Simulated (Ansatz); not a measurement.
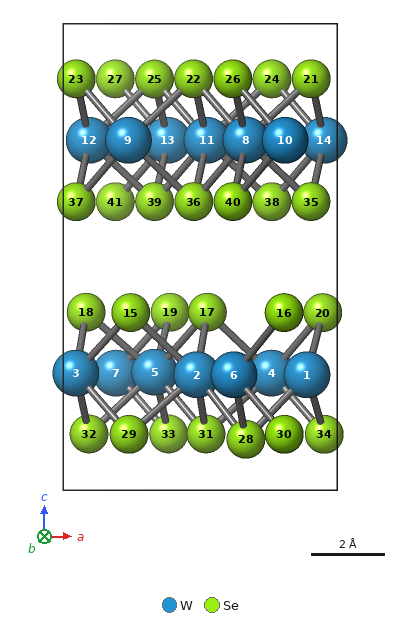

The structure as given in the input (ball-and-stick view of the cell of the calculation, along the b axis; atoms are numbered from 1 in the order of the input). An atom can appear more than once, as a periodic image. Near neighbours in the periodic cell (some may lie outside the picture): W has 5 Se at 2.51 to 2.55 Å; W has 6 Se at 2.52 to 2.57 Å; Se has 3 W at 2.51 to 2.57 Å.

**Geometry relaxation of W$_{14}$Se$_{27}$ (charge +1) (part 1 of 3)**

System: W$_{14}$Se$_{27}$ (defect cell, 41 atoms in the cell, total charge +1).
Method: DFT PBE+D3(BJ), scalar-relativistic, plane waves, PAW, spin-polarised (Ansatz 0.2.0).

The structure derives from a Materials Project entry. It belongs to a series of runs on one base structure; here: Se vacancy (site f), charge +1, atoms relaxed at the host's cell, started again with a moment of 3 μB. Figures and captions count atoms from 1; the log counts them from 0 in places.

Output:
```
Engine: ansatz 0.2.0, x86_64-unknown-linux-gnu
Pseudopotentials: kind: paw
Pseudopotential: W, paw, valence charge 14, recommended cutoff 420 eV (normal), W.paw.azcp
Pseudopotential: Se, paw, valence charge 16, recommended cutoff 420 eV (normal), Se.paw.azcp
Functional definition: PBE
  parameter kappa = 0.804
  parameter beta = 0.06672455060314922
  exchange = pbe_x(kappa = kappa, mu = beta*pi^2/3)
  correlation = pbe_c(beta = beta)
Crystal: 41 atoms, lattice volume = 833.851 Å³
Basis set: ecut = 420 eV, 16321 PW (Γ), exchange–correlation on 120×120×180 points (8 copies of the dense FFT grid, shifted against one another)
Bands: 378, of which v1, the nominal top of the filled ones, is band 314 counted from 1 (313 counted from 0)
Symmetry: 3 space group operations
Space group: P3 (ITA 143), of the structure as read, at distance tolerance 9.4e-5 Å
Magnetic group: BNS 143.1 (UNI 1231), of the structure as read, at distance tolerance 9.4e-5 Å
k-points: 4 of 8
Non-local potential: W, projectors of the file, l = 0: 3, l = 1: 2, l = 2: 2, l = 3: 1
Non-local potential: Se, projectors of the file, l = 0: 2, l = 1: 2, l = 2: 3, l = 3: 1
PAW form: soft (Blöchl's): semilocal exchange-correlation on the pseudo side does not see the compensation charge
PAW one-centre angular grid: W, 590 points (default); XC on 64 Gauss nodes
PAW one-centre angular grid: Se, 590 points (default); XC on 64 Gauss nodes
Initial density: superposition of atomic densities (chi_scale 0.1, normalization cell)
Starting moments: Σ|m| = 3 μB on 3 of 41 sites
Initial wavefunctions: pseudopotential atomic-orbital guess
Functional: x = pbe(κ = 0.804, μ = 0.2195149727645171), c = pbe(β = 0.06672455060314922)
iter 1 solved again at ethr=2.37e-3 eV; its pass at ethr=3.10e-3 eV (dr2=1.49e1 eV) is discarded
SCF iter   1: F=—  HF=-293107.471220 eV  |F-HF|=—  |Δ(HF+E_count)|=         —  Δρ=1.83e-2 (↑1.83e-2 ↓1.67e-2)  dr2=1.49e1  dr2_m=2.00e-1  M=0.250 μB ∫|m|=2.191 μB  β_m=0.30  ethr=2.37e-3  ⟨swp⟩=2.0  Hψ=14629  notcnv=0
Mixer restart at iter 1: flushing history
preconditioner: auto → Resta (q_TF=auto, 2.602 Å⁻¹)  ε∞=6.2  [insulator: Δε(μ)=0.048 eV  Ē_g=8.795 eV  σ=0.010 eV  W_gap=0.76  n_scr=262 (ndim 8)  ℏωp=20.1 eV  f_vac=0.027  D(μ)=25.31/eV (n_scr^D=182)  ε∞_Penn≈6.2]
spin=Collinear: Resta preconditioning applied to the charge; magnetization (m = ρ↑ − ρ↓) channel mixes plain (no charge-response kernel on spin).
SCF iter   2: F=—  HF=-293105.859274 eV  |F-HF|=—  |Δ(HF+E_count)|=    1.61e0  Δρ=1.36e-2 (↑1.36e-2 ↓1.27e-2)  dr2=8.41e0  dr2_m=1.21e-1  M=0.250 μB ∫|m|=1.864 μB  β_m=0.65  ethr=2.37e-3  ⟨swp⟩=2.0  Hψ=3543  notcnv=0
SCF iter   3: F=—  HF=-293104.304601 eV  |F-HF|=—  |Δ(HF+E_count)|=    1.55e0  Δρ=2.76e-3 (↑2.29e-3 ↓2.76e-3)  dr2=3.13e-1  dr2_m=1.11e-2  M=0.235 μB ∫|m|=0.882 μB  β_m=0.68  ethr=1.34e-3  ⟨swp⟩=3.4  Hψ=4825  notcnv=0  defer=2
SCF iter   4: F=—  HF=-293104.304019 eV  |F-HF|=—  |Δ(HF+E_count)|=   5.82e-4  Δρ=1.54e-3 (↑1.54e-3 ↓1.20e-3)  dr2=1.18e-1  dr2_m=4.47e-3  M=0.236 μB ∫|m|=0.597 μB  β_m=0.68  ethr=5.00e-5  ⟨swp⟩=2.4  Hψ=5867  notcnv=0  defer=472
SCF iter   5: F=—  HF=-293104.325612 eV  |F-HF|=—  |Δ(HF+E_count)|=         —  Δρ=1.01e-3 (↑1.01e-3 ↓8.26e-4)  dr2=2.04e-2  dr2_m=3.87e-3  M=0.163 μB ∫|m|=0.278 μB  β_m=0.68  ethr=1.89e-5  ⟨swp⟩=2.0  Hψ=3614  notcnv=0  defer=472
SCF iter   6: F=—  HF=-293104.333953 eV  |F-HF|=—  |Δ(HF+E_count)|=   8.34e-3  Δρ=4.96e-4 (↑4.96e-4 ↓3.88e-4)  dr2=6.20e-3  dr2_m=7.56e-4  M=0.168 μB ∫|m|=0.216 μB  β_m=0.84  ethr=3.25e-6  ⟨swp⟩=2.0  Hψ=4063  notcnv=0  defer=472
SCF iter   7: F=—  HF=-293104.337662 eV  |F-HF|=—  |Δ(HF+E_count)|=   3.71e-3  Δρ=3.00e-4 (↑2.55e-4 ↓3.00e-4)  dr2=6.89e-3  dr2_m=1.20e-4  M=0.172 μB ∫|m|=0.190 μB  β_m=0.85  ethr=9.88e-7  ⟨swp⟩=2.0  Hψ=4148  notcnv=0  defer=472
SCF iter   8: F=—  HF=-293104.338675 eV  |F-HF|=—  |Δ(HF+E_count)|=   1.01e-3  Δρ=1.01e-4 (↑9.80e-5 ↓1.01e-4)  dr2=8.69e-4  dr2_m=3.72e-6  M=0.180 μB ∫|m|=0.190 μB  β_m=0.80  ethr=9.88e-7  ⟨swp⟩=2.0  Hψ=4094  notcnv=0  defer=472
SCF iter   9: F=—  HF=-293104.338872 eV  |F-HF|=—  |Δ(HF+E_count)|=   1.96e-4  Δρ=5.59e-5 (↑5.59e-5 ↓5.15e-5)  dr2=2.20e-4  dr2_m=4.06e-6  M=0.185 μB ∫|m|=0.196 μB  β_m=0.83  ethr=1.39e-7  ⟨swp⟩=2.0  Hψ=4514  notcnv=0  defer=472
SCF iter  10: F=—  HF=-293104.338973 eV  |F-HF|=—  |Δ(HF+E_count)|=   1.02e-4  Δρ=3.28e-5 (↑3.28e-5 ↓3.02e-5)  dr2=9.39e-5  dr2_m=1.40e-6  M=0.190 μB ∫|m|=0.202 μB  β_m=0.77  ethr=3.50e-8  ⟨swp⟩=2.0  Hψ=3836  notcnv=0  defer=472
SCF iter  11: F=—  HF=-293104.338998 eV  |F-HF|=—  |Δ(HF+E_count)|=   2.44e-5  Δρ=1.35e-5 (↑1.35e-5 ↓1.25e-5)  dr2=9.22e-6  dr2_m=5.32e-7  M=0.194 μB ∫|m|=0.206 μB  β_m=0.89  ethr=1.50e-8  ⟨swp⟩=2.0  Hψ=3786  notcnv=0  defer=472
SCF iter  12: F=—  HF=-293104.339011 eV  |F-HF|=—  |Δ(HF+E_count)|=   1.31e-5  Δρ=5.76e-6 (↑5.65e-6 ↓5.76e-6)  dr2=2.12e-6  dr2_m=1.03e-7  M=0.198 μB ∫|m|=0.211 μB  β_m=0.89  ethr=1.47e-9  ⟨swp⟩=14.2  Hψ=27428  notcnv=0
SCF iter  13: F=-293104.339011 eV  HF=-293104.339012 eV  |F-HF|=1.01e-6  |Δ(HF+E_count)|=   1.55e-6  Δρ=4.51e-6 (↑4.51e-6 ↓4.49e-6)  dr2=1.60e-6  dr2_m=4.19e-8  M=0.200 μB ∫|m|=0.214 μB  ethr=3.38e-10  ⟨swp⟩=10.5  Hψ=22432  notcnv=0
SCF 1 converged in 13 iterations: F = -293104.339011 eV  dr2 = 1.60e-6
  greatest PAW one-centre occupation: 1.000 electrons in one spin orbital (limit 2), on the Se atom at site 27 (counted from 0), in its partial waves of l = 2
relax step   1: F+E_penalty+E_count = -293104.33901113 eV  Δ(F+E_penalty+E_count) = +0.000e0 eV  max|allowed force component| = 1.436e-2 eV/Å  Δτ_max = 0.0000 Å  (13 SCF iters, dr2 threshold 1.56e-5 eV, accepted)
Initial density: handed on by an earlier stage of this run
Starting moments: Σ|m| = 3 μB on 3 of 41 sites; this step starts from the density that it was given
Initial wavefunctions: those handed on with the density
iter 1 solved again at ethr=2.33e-10 eV; its pass at ethr=3.10e-3 eV (dr2=1.46e-6 eV) is discarded
SCF iter   1: F=—  HF=-293104.339012 eV  |F-HF|=—  |Δ(HF+E_count)|=         —  Δρ=4.44e-6 (↑4.44e-6 ↓4.28e-6)  dr2=1.46e-6  dr2_m=4.27e-8  M=0.200 μB ∫|m|=0.214 μB  β_m=0.65  ethr=2.33e-10  ⟨swp⟩=1.0  Hψ=7024  notcnv=0
preconditioner: auto → Resta (q_TF=auto, 2.602 Å⁻¹)  ε∞=6.4  [insulator: Δε(μ)=0.012 eV  Ē_g=8.634 eV  σ=0.010 eV  W_gap=0.53  n_scr=262 (ndim 8)  ℏωp=20.1 eV  f_vac=0.046  D(μ)=27.29/eV (n_scr^D=206)  ε∞_Penn≈6.4]
spin=Collinear: Resta preconditioning applied to the charge; magnetization (m = ρ↑ − ρ↓) channel mixes plain (no charge-response kernel on spin).
SCF iter   2: F=—  HF=-293104.339012 eV  |F-HF|=—  |Δ(HF+E_count)|=   2.20e-7  Δρ=3.98e-6 (↑3.73e-6 ↓3.98e-6)  dr2=1.26e-6  dr2_m=2.79e-8  M=0.201 μB ∫|m|=0.214 μB  β_m=0.36  ethr=2.32e-10  ⟨swp⟩=2.0  Hψ=3860  notcnv=0
SCF iter   3: F=—  HF=-293104.339012 eV  |F-HF|=—  |Δ(HF+E_count)|=   1.19e-7  Δρ=2.17e-6 (↑2.16e-6 ↓2.17e-6)  dr2=1.02e-7  dr2_m=2.69e-8  M=0.201 μB ∫|m|=0.214 μB  β_m=0.68  ethr=2.01e-10  ⟨swp⟩=2.0  Hψ=3228  notcnv=0
iter 4 did not close the SCF: its close was put off for a magnetic moment that had not settled (scf_convergence_deferred on its scf_iter line)
SCF iter   4: F=-293104.339012 eV  HF=-293104.339013 eV  |F-HF|=1.56e-8  |Δ(HF+E_count)|=   2.89e-7  Δρ=8.93e-7 (↑7.06e-7 ↓8.93e-7)  dr2=2.68e-8  dr2_m=3.02e-9  M=0.203 μB ∫|m|=0.216 μB  β_m=0.68  ethr=1.59e-11  ⟨swp⟩=7.5  Hψ=20630  notcnv=0
iter 5 did not close the SCF: its close was put off for a magnetic moment that had not settled (scf_convergence_deferred on its scf_iter line)
SCF iter   5: F=-293104.339012 eV  HF=-293104.339013 eV  |F-HF|=3.36e-8  |Δ(HF+E_count)|=   1.26e-8  Δρ=6.45e-7 (↑6.45e-7 ↓6.25e-7)  dr2=3.91e-8  dr2_m=6.98e-10  M=0.203 μB ∫|m|=0.217 μB  β_m=0.74  ethr=4.27e-12  ⟨swp⟩=6.0  Hψ=17552  notcnv=0
SCF iter   6: F=-293104.339013 eV  HF=-293104.339013 eV  |F-HF|=1.07e-8  |Δ(HF+E_count)|=  2.33e-10  Δρ=4.02e-7 (↑3.68e-7 ↓4.02e-7)  dr2=1.32e-8  dr2_m=3.35e-10  M=0.204 μB ∫|m|=0.217 μB  ethr=4.27e-12  ⟨swp⟩=6.0  Hψ=15290  notcnv=0
the starting moments were not kept: the SCF closed with an absolute magnetisation of 2.1e-1 μB, where they sum to 3 μB in size (3 sites). That is at most 0.1 of that sum.
SCF 2 converged in 6 iterations: F = -293104.339013 eV  dr2 = 1.32e-8
relax step   2: F+E_penalty+E_count = -293104.33901250 eV  Δ(F+E_penalty+E_count) = -1.377e-6 eV  max|allowed force component| = 1.450e-2 eV/Å  Δτ_max = 0.0000 Å  (6 SCF iters, accepted)
```

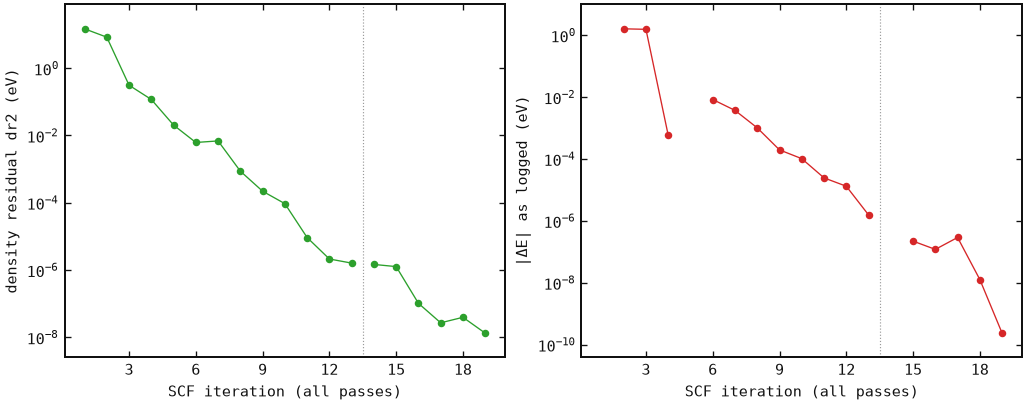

Convergence of the self-consistent field: density residual dr2 and size of the energy change against the SCF iteration. The dotted lines part the SCF passes of the relaxation: geometry steps, rejected trials and re-solves on a re-selected basis. The passes take 13 and 6 iterations.

```
SCF converged after 6 iterations
Magnetization: 0.2035 μB (313.6018 up, 313.3982 down)
Absolute magnetization: 0.2165 μB (∫|ρ↑−ρ↓|, with the PAW one-centre terms)
Spin contamination: 0.0000 ħ² per cell (⟨S²⟩ above its minimum at these occupations)
Per-site moments (μB) at R_I (Å): [(0.004718144910110692, 1.034045888348882), (0.004718144910110663, 1.0340458883488821), (0.006333079518896686, 1.0388264662975861), (0.006333079518896696, 1.0388264662975866), (0.017083929922954575, 1.0475154335759282), (0.0047181449101107815, 1.0340458883488823), (0.0063330795188971225, 1.0388264662975866), (0.006070733989794412, 1.0441301627142268), (0.006319043791741396, 1.0448269580512046), (0.00631904379174144, 1.0448269580512048), (0.009380592602476243, 1.044334117533729), (0.009380592602476335, 1.044334117533729), (0.009380592602476423, 1.0443341175337293), (0.006319043791741658, 1.0448269580512044), (0.0016842901548932388, 1.0388264662975866), (0.0016842901548931092, 1.0388264662975861), (0.0008530512660945678, 1.0413138892507583), (0.0008530512660947323, 1.041313889250758), (0.0008530512660947058, 1.0413138892507583), (0.0016842901548937193, 1.0388264662975866), (0.0010808604256215687, 1.0441301627142268), (0.0010808604256215156, 1.0441301627142272), (0.000828030434656516, 1.045013906523564), (0.0008280304346568765, 1.045013906523564), (0.0002113827073138393, 1.0451661540093664), (0.0010808604256214108, 1.044130162714227), (0.000828030434656717, 1.045013906523564), (0.0022494059678296553, 1.034045888348882), (0.0002421324928443009, 1.0426236175283097), (0.00024213249284411466, 1.0426236175283086), (0.00013512005337100794, 1.0427187340853703), (0.00013512005337082324, 1.0427187340853703), (0.0001351200533708736, 1.0427187340853712), (0.00024213249284473978, 1.0426236175283095), (0.0011716692238709998, 1.0445731695412435), (0.001171669223870929, 1.0445731695412432), (0.001113122444695666, 1.0450606432607856), (0.001113122444696025, 1.0450606432607854), (0.00017419781020554787, 1.0457075466423502), (0.0011716692238707433, 1.0445731695412437), (0.0011131224446958587, 1.045060643260786)]
Free energy (F): -293104.339013 eV
Harris-Foulkes:  -293104.339013 eV  (|F-HF|=1.07e-8)
Internal energy: -293104.337667 eV  (E = F + TS)
E sigma→0 (E₀):  -293104.338340 eV
Entropy (-TS):   -0.001345 eV (-0.033 meV/atom)
Fermi energy:    12.464029 eV
--- Per-component energies (eV) ---
  E_band       = -11496.864964
  E_kinetic    = 9507.979210
  E_local      = -77812.124708  (includes V_loc(G=0)·N_el)
  E_nonlocal   = -16061.167261
  E_hartree    = 37359.729692
  E_xc         = -6551.894300
  E_vxc        = -5996.946402  (∫ρ·V_xc dr)
  E_paw        = -171487.875019  (= ΣΔE_a)
  E_vpaw       = 4145.950730  (= ΣTr[D̂ρ^β])
  E_aug_tail   = -0.016931  (compensation charges beyond the density's cutoff)
  E_ewald      = -68039.925053
  E_disp       = -19.043297  (pairwise vdW)
  E_smearing   = -0.001345  (= −TS)
  E_closure    = -0.000000  (closes the sum)
  E_deformation_potential = 18.913661  (in the stress; not in F)
  Σ components = -293104.339013   (vs F -293104.339013, Δ=0.00e0)
--- Forces (eV/Å), atoms counted from 1 ---
  atom   1  W      0.00785917    -0.00567154    -0.00033644
  atom   2  W      0.00098212     0.00964201    -0.00033644
  atom   3  W     -0.01119383     0.00905224     0.00238921
  atom   4  W     -0.00224255    -0.01422027     0.00238921
  atom   5  W      0.00000000     0.00000000     0.01289770
  atom   6  W     -0.00884128    -0.00397047    -0.00033644
  atom   7  W      0.01343639     0.00516803     0.00238921
  atom   8  W      0.00000000     0.00000000     0.00129318
  atom   9  W     -0.00486456     0.00479789     0.00684106
  atom  10  W     -0.00172282    -0.00661178     0.00684106
  atom  11  W      0.00116014    -0.01449501     0.00658582
  atom  12  W     -0.01313312     0.00624279     0.00658582
  atom  13  W      0.01197297     0.00825222     0.00658582
  atom  14  W      0.00658738     0.00181388     0.00684106
  atom  15  Se    -0.00786170    -0.00913972    -0.00297908
  atom  16  Se     0.01184608    -0.00223857    -0.00297908
  atom  17  Se     0.00144117     0.00698509    -0.00181889
  atom  18  Se     0.00532868    -0.00474064    -0.00181889
  atom  19  Se    -0.00676985    -0.00224445    -0.00181889
  atom  20  Se    -0.00398438     0.01137830    -0.00297908
  atom  21  Se     0.00382224    -0.00729146    -0.00851392
  atom  22  Se     0.00440347     0.00695589    -0.00851392
  atom  23  Se     0.00754767     0.00276782    -0.00774671
  atom  24  Se    -0.00617084     0.00515257    -0.00774671
  atom  25  Se     0.00000000    -0.00000000     0.00222235
  atom  26  Se    -0.00822571     0.00033557    -0.00851392
  atom  27  Se    -0.00137683    -0.00792039    -0.00774671
  atom  28  Se     0.00000000    -0.00000000    -0.00078976
  atom  29  Se     0.00120866    -0.00831122     0.00338710
  atom  30  Se     0.00659340     0.00520234     0.00338710
  atom  31  Se     0.00151973     0.00544298    -0.00334614
  atom  32  Se     0.00395389    -0.00403762    -0.00334614
  atom  33  Se    -0.00547363    -0.00140536    -0.00334614
  atom  34  Se    -0.00780206     0.00310888     0.00338710
  atom  35  Se     0.00112187    -0.00622510     0.00454775
  atom  36  Se     0.00483016     0.00408412     0.00454775
  atom  37  Se     0.00387300     0.00388536    -0.00203006
  atom  38  Se    -0.00530132     0.00141144    -0.00203006
  atom  39  Se     0.00000000     0.00000000    -0.00659142
  atom  40  Se    -0.00595203     0.00214098     0.00454775
  atom  41  Se     0.00142832    -0.00529680    -0.00203006
  max |Σ_I F_I| component: 2.88e-5 eV/Å
--- Charged-cell corrections in eV (Makov–Payne, q = +1.000 e, ε = [15.759, 15.759, 8.222]) ---
  F (periodic)     = -293104.339013  (uncorrected; the corrections below are reported, never added to it)
  E_corr1          = +0.127214  (monopole, q²α_M/2ε̄L, of the cell on which ε is isotropic)
  F Makov-Payne    = -293104.211798  (F + E_corr1; no measured alignment; for a localised charge, not one spread in a band: unchecked)
  no potential alignment in this run, which stands beside a crystal: run the host's input off ansatz write-host-input, and read the two finished runs by ansatz place-levels (neither reads a slab, a wire or a sheet, whose cell leaves a vacuum)
--- Band table (eV; the first three rows and the last of 8) ---
```
